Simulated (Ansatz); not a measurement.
Consider TiAl₂.

```xyz
48
Lattice="3.8764 -3.8764 0.0000 3.9608 3.9608 0.0000 0.0000 0.0000 23.7453" Properties=species:S:1:pos:R:3 pbc="T T T"
Ti    3.9186    0.0422   10.0174
Ti    0.0000    0.0000   10.0174
Ti    1.9382   -1.9382   21.8901
Ti    1.9804    1.9804   21.8901
Ti    3.8975   -1.9171    4.0811
Ti    3.9397    2.0015    4.0811
Ti    5.8779    0.0633   15.9537
Ti    1.9593    0.0211   15.9537
Ti    1.9382   -1.9382    1.8552
Ti    1.9804    1.9804    1.8552
Ti    3.9186    0.0422   13.7279
Ti    0.0000    0.0000   13.7279
Ti    3.8975   -1.9171    7.7915
Ti    3.9397    2.0015    7.7915
Ti    5.8779    0.0633   19.6642
Ti    1.9593    0.0211   19.6642
Al    5.8779    0.0633    3.8871
Al    1.9593    0.0211    3.8871
Al    3.8975   -1.9171   15.7597
Al    3.9397    2.0015   15.7597
Al    5.8779    0.0633    0.0005
Al    1.9593    0.0211    0.0005
Al    3.8975   -1.9171   11.8731
Al    3.9397    2.0015   11.8731
Al    3.8975   -1.9171   23.7448
Al    3.9397    2.0015   23.7448
Al    5.8779    0.0633   11.8722
Al    1.9593    0.0211   11.8722
Al    3.9186    0.0422    2.0492
Al    0.0000    0.0000    2.0492
Al    1.9382   -1.9382   13.9219
Al    1.9804    1.9804   13.9219
Al    1.9382   -1.9382    9.8234
Al    1.9804    1.9804    9.8234
Al    3.9186    0.0422   21.6961
Al    0.0000    0.0000   21.6961
Al    3.9186    0.0422    5.9358
Al    0.0000    0.0000    5.9358
Al    1.9382   -1.9382   17.8085
Al    1.9804    1.9804   17.8085
Al    1.9382   -1.9382    5.9368
Al    1.9804    1.9804    5.9368
Al    3.9186    0.0422   17.8094
Al    0.0000    0.0000   17.8094
Al    5.8779    0.0633    7.9855
Al    1.9593    0.0211    7.9855
Al    3.8975   -1.9171   19.8582
Al    3.9397    2.0015   19.8582
```

Space group Fddd; a structure from a database of computed crystals, not necessarily the ambient phase; changed on purpose from its base cell (biaxial strain in the a-b plane, c and atoms relaxed: -1.5 %); computed pressure about 3 GPa in this cell; computed without spin polarisation.

Theory: Ansatz, DFT PBEsol, scalar-relativistic, plane waves, PAW.

**What will maps of the valence pseudo-density and electron localisation function show?**

Al–Al (2.74 Å): the density is about 0.25 e/Å³ at the midpoint; the ELF peaks at about 0.70 between the atoms.
Ti–Al (2.75 Å): ρ is about 0.22 e/Å³ halfway; the ELF is about 0.35 at the midpoint.

**Does the calculation make it a metal, or give it a gap?**

It is gapless in this calculation (a metal or semimetal).

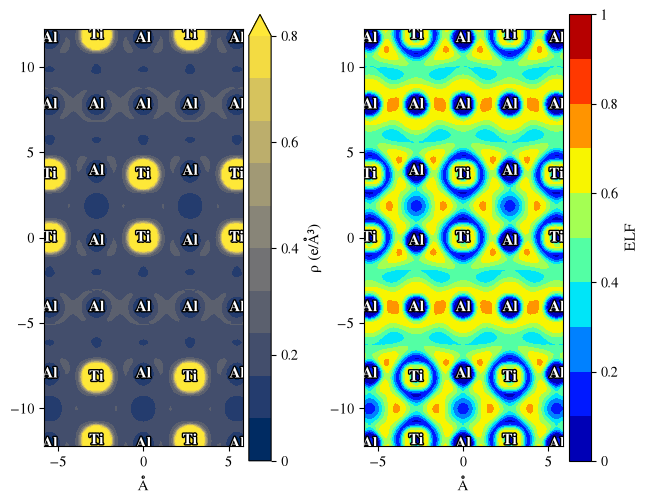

Computed valence pseudo-density and electron localisation function on the (010) plane of the conventional cell, in this order. 

The density is the valence pseudo-density of a PAW calculation; it isn't the true density close to the nuclei.
